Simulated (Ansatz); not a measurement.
**Run report: C16HSi16, single-point calculation (part 2 of 2)**

C16HSi16 (slab, 33 atoms in the cell); DFT PBE+D3(BJ), scalar-relativistic, plane waves, PAW, PAW set soft_1, spin-polarised (Ansatz 0.2.0); cutoff 420 eV, 5×3×1 k-mesh, Gaussian smearing of 0.05 eV, collinear spins. The structure derives from an entry of the Crystallography Open Database.

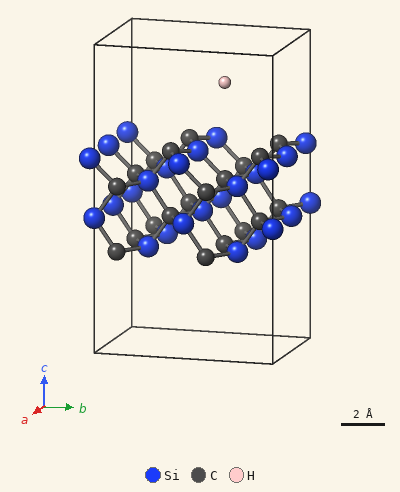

Figure 1. The input geometry (ball-and-stick view of the cell of the calculation, with the vacuum cut short, seen slightly off an axis). An atom can appear more than once, as a periodic image.

**Output, continued**
```
Per-site moments (μB) at R_I (Å): [(6.948388287948734e-6, 0.7767613175344256), (-1.2850828596466873e-5, 0.7767613175344256), (6.948388287960652e-6, 0.7767613175344256), (-1.2850828596475024e-5, 0.7767613175344256), (0.00011222408343452534, 0.7767613175344256), (0.0005955826264344308, 0.7767613175344256), (0.0005082184924899528, 0.7767613175344256), (0.0003768721591510112, 0.7767613175344256), (7.901825005307845e-6, 0.7767613175344256), (2.396965926915314e-5, 0.7767613175344256), (2.234249998735324e-5, 0.7767613175344256), (-4.19012066237297e-5, 0.7767613175344256), (0.00012058273739800041, 0.7767613175344256), (0.0001490947462223532, 0.7767613175344256), (0.00012058273739798843, 0.7767613175344256), (0.00014909474622233821, 0.7767613175344256), (0.00019448085030253666, 0.7646167520288787), (1.2482648139267957e-5, 0.764616752028879), (0.00019448085030252427, 0.7646167520288787), (1.2482648139269985e-5, 0.764616752028879), (0.00024774891661878863, 0.756689115815276), (0.00015774030746434382, 0.756689115815276), (0.00016863525913356466, 0.756689115815276), (0.00038344038723114545, 0.756689115815276), (5.617395733083898e-5, 0.7336783445209041), (-3.382926332273809e-5, 0.7336783445209043), (5.744398215282208e-5, 0.7336783445209043), (-0.0004517123130582373, 0.7336783445209044), (0.001713197269518655, 0.7336783445209044), (0.0014995814994459822, 0.7336783445209043), (0.0017131972695186425, 0.7336783445209043), (0.0014995814994459866, 0.7336783445209041), (0.925068844068899, 1.4836743238994219)]
Free energy (F): -14193.178954 eV
Harris-Foulkes:  -14193.178954 eV  (|F-HF|=5.42e-8)
Internal energy: -14193.178954 eV  (E = F + TS)
E sigma→0 (E₀):  -14193.178954 eV
Entropy (-TS):   -0.000000 eV (-0.000 meV/atom)
Fermi energy:    -0.687740 eV
Dipole field:    D = -0.003626 V/Å  (p = -0.023604 e·Å, saw-weighted, corrected)
Work function:   Φ+ = 5.0032 eV   Φ− = 4.9234 eV
Levels:          The Fermi level and band energies are counted from a zero that moves with the ramp; work functions are not
--- Per-component energies (eV) ---
  E_band       = -887.629272
  E_kinetic    = 2093.068252
  E_local      = -54986.200037  (includes V_loc(G=0)·N_el)
  E_nonlocal   = 728.329230
  E_hartree    = 26570.817816
  E_xc         = -1675.861586
  E_vxc        = -1717.834901  (∫ρ·V_xc dr)
  E_paw        = -9782.133111  (= ΣΔE_a)
  E_vpaw       = -145.911088  (= ΣTr[D̂ρ^β])
  E_aug_tail   = 0.000111  (compensation charges beyond the density's cutoff)
  E_efield     = 0.000043  (sawtooth field / dipole correction)
  E_vefield    = -0.715209  (∫n·V_field dr)
  E_ewald      = 22865.697356
  E_disp       = -6.897027  (pairwise vdW)
  E_smearing   = -0.000000  (= −TS)
  E_closure    = 0.000000  (closes the sum)
  Σ components = -14193.178954   (vs F -14193.178954, Δ=0.00e0)
--- Forces (eV/Å), atoms counted from 1 ---
  atom   1  Si     0.00026693    -2.71128936     1.88381769
  atom   2  Si    -0.00001815    -2.71211028     1.88413646
  atom   3  Si    -0.00026693    -2.71128936     1.88381769
  atom   4  Si     0.00001815    -2.71211028     1.88413646
  atom   5  C      0.00000000     1.76240880    -0.59263448
  atom   6  C      0.00000000     1.76328523    -0.59294212
  atom   7  C      0.00000000     1.76230084    -0.59231499
  atom   8  C      0.00000000     1.76332237    -0.59309407
  atom   9  Si     0.00000000     0.30890926    -1.11299924
  atom  10  Si     0.00000000     0.30926832    -1.11257005
  atom  11  Si     0.00000000     0.30881924    -1.11358093
  atom  12  Si     0.00000000     0.30975462    -1.11194054
  atom  13  C      0.00026641     0.63926897    -0.17379557
  atom  14  C     -0.00006356     0.63926823    -0.17249896
  atom  15  C     -0.00026641     0.63926897    -0.17379557
  atom  16  C      0.00006356     0.63926823    -0.17249896
  atom  17  Si    -0.00213087     0.00026089    -0.00502996
  atom  18  Si     0.00092974    -0.00391437    -0.00695926
  atom  19  Si     0.00213087     0.00026089    -0.00502996
  atom  20  Si    -0.00092974    -0.00391437    -0.00695926
  atom  21  C      0.00000000    -0.00481448    -0.00460246
  atom  22  C      0.00000000    -0.00043395    -0.00405354
  atom  23  C      0.00000000    -0.00330305    -0.00374912
  atom  24  C      0.00000000    -0.00241672    -0.00455132
  atom  25  Si     0.00000000    -0.00095310     0.00164558
  atom  26  Si     0.00000000    -0.00422981     0.00804447
  atom  27  Si     0.00000000    -0.00204046     0.00254318
  atom  28  Si     0.00000000     0.01598903     0.04786992
  atom  29  C     -0.00320794     0.00202510    -0.00164036
  atom  30  C      0.00056894     0.00588519     0.00867887
  atom  31  C      0.00320794     0.00202510    -0.00164036
  atom  32  C     -0.00056894     0.00588519     0.00867887
  atom  33  H      0.00000000    -0.00470025    -0.05439015
  max |Σ_I F_I| component: 9.80e-5 eV/Å
--- Band table (eV; the first three rows and the last of 12) ---
  k-point 0 ↑: bands = ["-16.4498", "-15.0167", "-14.7806", "-14.5740", "-13.6294", "-13.5491", "-13.3735", "-13.0602", "-12.9941", "-12.8874", "-12.3755", "-12.0410", "-11.7730", "-11.6296", "-11.5120", "-11.1070", "-9.9663", "-9.4606", "-8.9109", "-8.5971", "-8.5277", "-8.4434", "-8.2329", "-8.2315", "-8.1690", "-7.6018", "-7.5192", "-7.2917", "-6.1250", "-5.9047", "-5.7247", "-5.6934", "-5.4799", "-5.3705", "-5.3536", "-5.2879", "-5.1111", "-4.6533", "-4.6502", "-4.5816", "-4.4958", "-4.4861", "-3.8601", "-3.8004", "-3.7798", "-3.5503", "-3.3783", "-3.3098", "-3.2987", "-3.2772", "-3.2569", "-3.0768", "-2.9709", "-2.8224", "-2.2164", "-2.1869", "-2.0175", "-1.6776", "-1.6156", "-1.4907", "-1.3700", "-1.2987", "-1.1964", "-1.0828", "-1.0753", "-0.4825", "-0.3112", "-0.0654", "-0.0143", "0.3292", "0.7920", "0.9062", "1.3206", "1.9575", "2.0712", "2.2113", "3.1003", "3.1363", "3.6657", "3.7631", "3.9212", "3.9411", "4.0260", "4.2011", "4.5722", "4.6628", "4.6758", "4.7630", "4.7969", "4.8262", "4.8781", "5.1124", "5.1931", "5.2918", "5.3987", "5.4193", "5.5197", "5.5928"]
  k-point 1 ↑: bands = ["-16.2734", "-15.7523", "-14.4311", "-14.0445", "-13.7672", "-13.4363", "-13.2713", "-13.1654", "-13.0323", "-12.6815", "-12.6447", "-12.1513", "-11.9794", "-11.8459", "-11.4249", "-11.2252", "-9.5270", "-9.0596", "-8.6870", "-8.6584", "-8.4145", "-8.3845", "-8.3223", "-8.1308", "-8.1253", "-8.1139", "-7.8902", "-7.8609", "-6.3691", "-6.2518", "-5.4516", "-5.3762", "-5.3697", "-5.0078", "-4.9300", "-4.8515", "-4.8162", "-4.6905", "-4.6664", "-4.4854", "-4.4677", "-4.3564", "-3.9876", "-3.9006", "-3.8846", "-3.7978", "-3.7421", "-3.5831", "-3.4584", "-3.3923", "-3.3264", "-3.1881", "-3.0497", "-2.7024", "-2.3170", "-1.8585", "-1.7973", "-1.7439", "-1.5430", "-1.5029", "-1.4147", "-1.3902", "-1.1463", "-1.0704", "-0.9816", "-0.3736", "-0.1405", "-0.1160", "0.1612", "0.4360", "0.4499", "1.1244", "1.4180", "2.0730", "2.1961", "2.2738", "2.3832", "3.1534", "3.3161", "3.5431", "3.8412", "3.8641", "3.8762", "4.0223", "4.1183", "4.2609", "4.3677", "4.4309", "4.6362", "4.8200", "4.8675", "5.0213", "5.0945", "5.3173", "5.3497", "5.5008", "5.5773", "5.6470"]
  k-point 2 ↑: bands = ["-16.3199", "-14.8953", "-14.6635", "-14.4591", "-14.4488", "-13.5147", "-13.3439", "-13.2013", "-12.9424", "-12.7641", "-12.3916", "-12.2791", "-12.0826", "-11.5665", "-11.4456", "-11.1926", "-9.4106", "-8.9429", "-8.8225", "-8.7001", "-8.4953", "-8.1580", "-8.1274", "-8.1110", "-7.7870", "-7.5738", "-7.3598", "-6.4356", "-6.2731", "-6.0616", "-6.0230", "-5.8435", "-5.8324", "-5.5958", "-5.4773", "-5.1751", "-5.1132", "-4.7714", "-4.5967", "-4.4774", "-4.3947", "-4.2638", "-4.0696", "-4.0634", "-3.9516", "-3.8666", "-3.7553", "-3.5425", "-3.5079", "-3.4749", "-3.3743", "-3.2847", "-3.1311", "-2.9978", "-2.7083", "-2.3682", "-2.1888", "-1.9102", "-1.8413", "-1.4915", "-1.3487", "-1.2574", "-1.1639", "-1.0530", "-0.9481", "-0.5113", "-0.0585", "-0.0181", "0.3488", "0.3849", "0.8510", "1.3537", "1.4852", "1.8323", "2.2912", "2.6468", "3.4951", "3.6399", "3.7904", "3.9007", "4.0327", "4.1287", "4.3033", "4.3733", "4.4897", "4.7169", "4.8409", "4.8654", "4.9590", "5.0711", "5.1174", "5.1978", "5.2308", "5.3293", "5.3716", "5.4221", "5.4347", "5.4740"]
  k-point 5 ↓: bands = ["-15.7608", "-15.2532", "-15.1377", "-14.6543", "-13.9401", "-13.5769", "-13.3542", "-13.3498", "-13.0601", "-12.8904", "-12.3597", "-12.2144", "-12.1675", "-11.7749", "-11.7438", "-11.4090", "-8.7412", "-8.6584", "-8.3143", "-8.3106", "-8.0555", "-7.9838", "-7.9273", "-7.7553", "-7.2134", "-6.8607", "-6.7613", "-6.7564", "-6.4029", "-6.2002", "-6.0480", "-5.9322", "-5.7024", "-5.6081", "-5.5595", "-5.4572", "-5.4365", "-5.3005", "-4.9838", "-4.8270", "-4.6309", "-4.5987", "-4.3812", "-4.1029", "-4.0990", "-4.0242", "-3.8345", "-3.7567", "-3.7075", "-3.5732", "-3.5330", "-3.4444", "-3.3418", "-3.1243", "-3.0436", "-2.7840", "-1.8609", "-1.7486", "-1.5404", "-1.4793", "-1.2784", "-1.2268", "-1.0583", "-0.9813", "-0.0592", "-0.0039", "0.1084", "0.2334", "1.0066", "1.0822", "1.2975", "1.5540", "2.6263", "2.7973", "3.2184", "3.2637", "3.4299", "3.7580", "3.8467", "3.9169", "4.0329", "4.1551", "4.3032", "4.5912", "4.7335", "4.7805", "4.8225", "5.0547", "5.1517", "5.1961", "5.2586", "5.3202", "5.4252", "5.4451", "5.6165", "5.8256", "5.8607", "5.9688"]
--- Löwdin populations: 33 sites ---
  site symbol       q [e]    m [muB]
     0     Si      3.0398    -0.0001
     1     Si      3.0397    -0.0002
     2     Si      3.0398    -0.0001
     3     Si      3.0397    -0.0002
     4      C      4.8693     0.0003
     5      C      4.8693     0.0011
     6      C      4.8693     0.0009
     7      C      4.8693     0.0008
     8     Si      2.9917    -0.0000
     9     Si      2.9916    -0.0000
    10     Si      2.9917     0.0000
    11     Si      2.9915    -0.0002
    12      C      4.9126     0.0002
    13      C      4.9126     0.0002
    14      C      4.9126     0.0002
    15      C      4.9126     0.0002
    16     Si      2.9690     0.0006
    17     Si      2.9690    -0.0001
    18     Si      2.9690     0.0006
    19     Si      2.9690    -0.0001
    20      C      4.9456     0.0003
    21      C      4.9456     0.0003
    22      C      4.9453     0.0001
    23      C      4.9453     0.0006
    24     Si      2.9017     0.0001
    25     Si      2.9025    -0.0007
    26     Si      2.9024    -0.0002
    27     Si      2.9093    -0.0022
    28      C      4.9339     0.0025
    29      C      4.9346     0.0015
    30      C      4.9339     0.0025
    31      C      4.9346     0.0015
    32      H      0.9912     0.9868
  spilling = 0.013527 (of n_electrons = 129.000000)
```

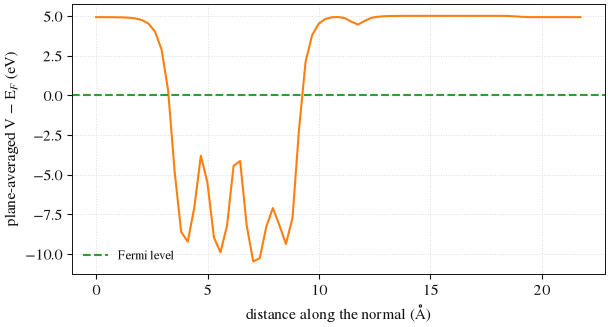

Figure 2. Plane average of the electrostatic potential energy of an electron across the cell, from the Fermi level. The vacuum level lies 5.00 eV above the Fermi level on the upper side and 4.92 eV on the lower.

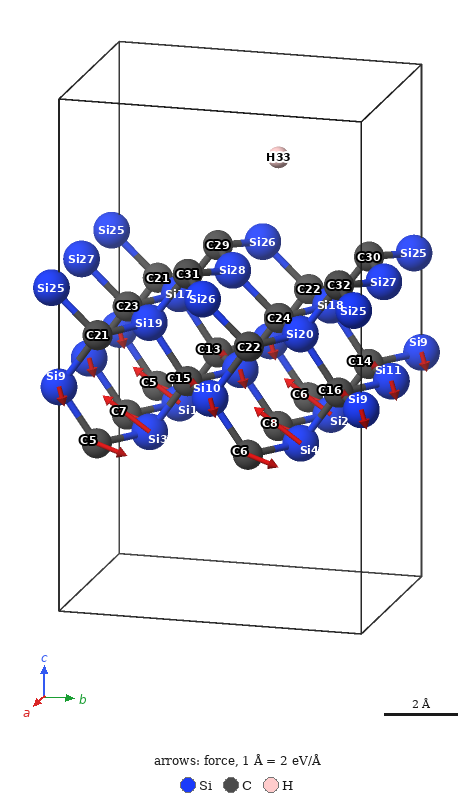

Figure 3. Forces on the atoms as red arrows (ball-and-stick view of the cell of the calculation, with the vacuum cut short, seen slightly off an axis; atoms are numbered from 1 in the order of the input); the smallest are left out. The largest act on Si1, Si2, Si3, Si4 (3.30 eV/Å); C5, C6, C7, C8 (1.86 eV/Å); Si9, Si10, Si11, Si12 (1.16 eV/Å). The geometry is not a stationary point of this energy.

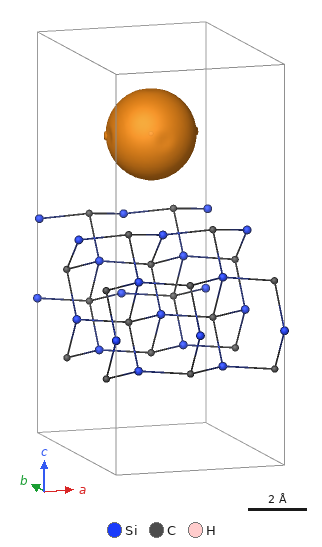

Figure 4. Isosurface of the magnetisation density (up minus down) at +0.006 e/Å³ (orange), seen slightly off an axis. Sticks mark near contacts. The spin density sits on H: +0.9 μB in one cell of 33 atoms: a single local moment. The cell of the calculation (33 atoms) carries 1.0 μB net. Core electrons are frozen (PAW), so the fields are smoothed inside the atomic spheres.

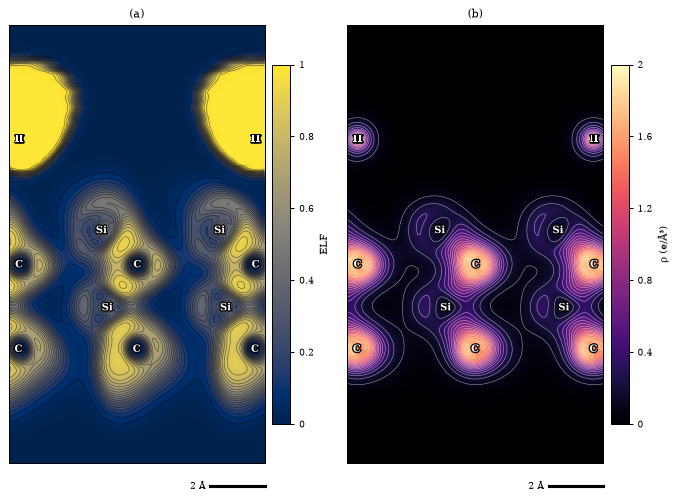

Figure 5. (a) ELF; (b) valence electron density on the (100) plane of the calculation cell, a cut from vacuum to vacuum. Si–C (1.83 Å): ρ at the midpoint is about 0.94 e/Å³; the ELF peaks at about 0.90 between the atoms (localised, shared-pair bonding). Si–C (1.93 Å): the density is about 0.81 e/Å³ at the midpoint; the ELF peaks at about 0.90 between the atoms (a covalent bond). The density dies away to nearly zero in the vacuum.
